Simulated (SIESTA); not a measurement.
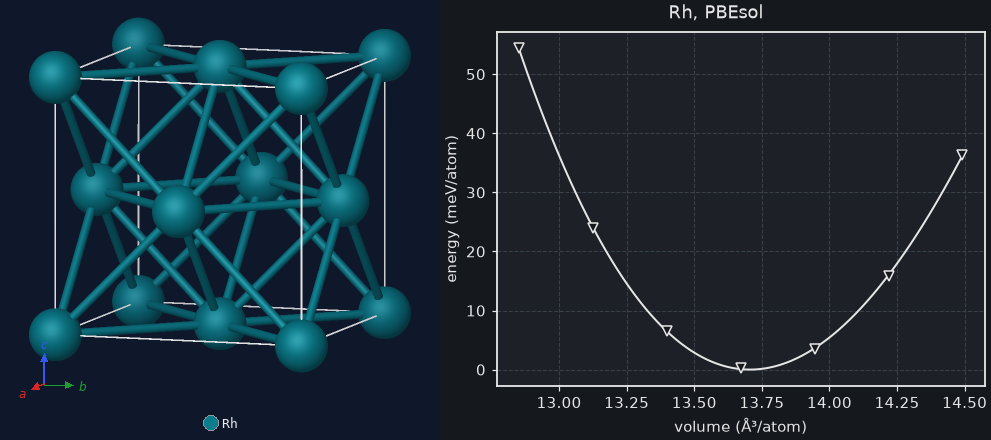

Plotted: energy against volume for Rh, space group Fm-3m (No. 225). The conventional cell is drawn beside the plot.

Starting cell:
```cif
data_structure
_symmetry_space_group_name_H-M 'P 1'
_symmetry_Int_Tables_number 1
_cell_length_a 2.6840
_cell_length_b 2.6840
_cell_length_c 2.6840
_cell_angle_alpha 60.000
_cell_angle_beta 60.000
_cell_angle_gamma 60.000
_cell_volume 13.67
loop_
_atom_site_label
_atom_site_type_symbol
_atom_site_fract_x
_atom_site_fract_y
_atom_site_fract_z
_atom_site_occupancy
Rh1 Rh 0.00000 0.00000 0.00000 1
```

How it was computed, with SIESTA 5.4.2: DFT in numerical atomic orbitals with pseudopotentials, no spin polarisation; energies at scaled volumes of the given cell, shape and fractions fixed, counted from the fit's minimum, third-order Birch-Murnaghan fit. Level: PBEsol.

```json
{"setting": "k mesh", "value": "12×12×12"}
{"setting": "occupations", "value": "Fermi–Dirac"}
{"setting": "smearing width", "value": "0.05 eV"}
{"setting": "potentials", "value": "PseudoDojo 0.4 standard, converted to PSML, two zetas on semicore shells"}
{"setting": "program settings", "value": "basis DZP, mesh cutoff 800 Ry"}
```

This calculation gives: equilibrium volume 13.71 Å³/atom and bulk modulus 288 GPa.

Now the level changes from PBEsol to LDA. Predict the effect.

The equilibrium volume falls from 13.71 to 13.43 Å³/atom (−2.0 %) and the bulk modulus rises from 288 to 307 GPa (+6.6 %).

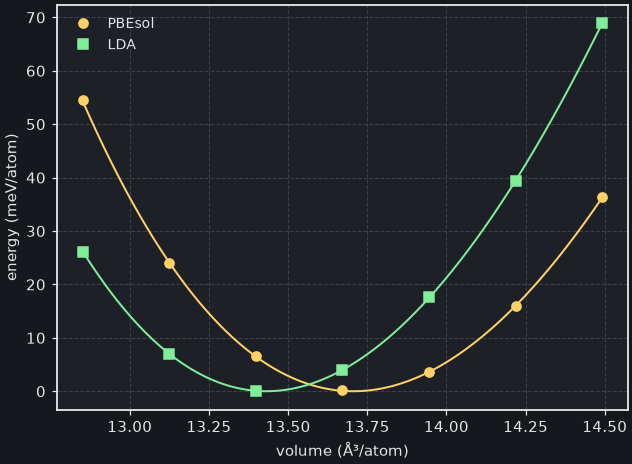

The two results together.

For both, limits of the calculation: mulliken charges of long orbitals.

V0 and the bulk modulus come from third-order Birch–Murnaghan fits.
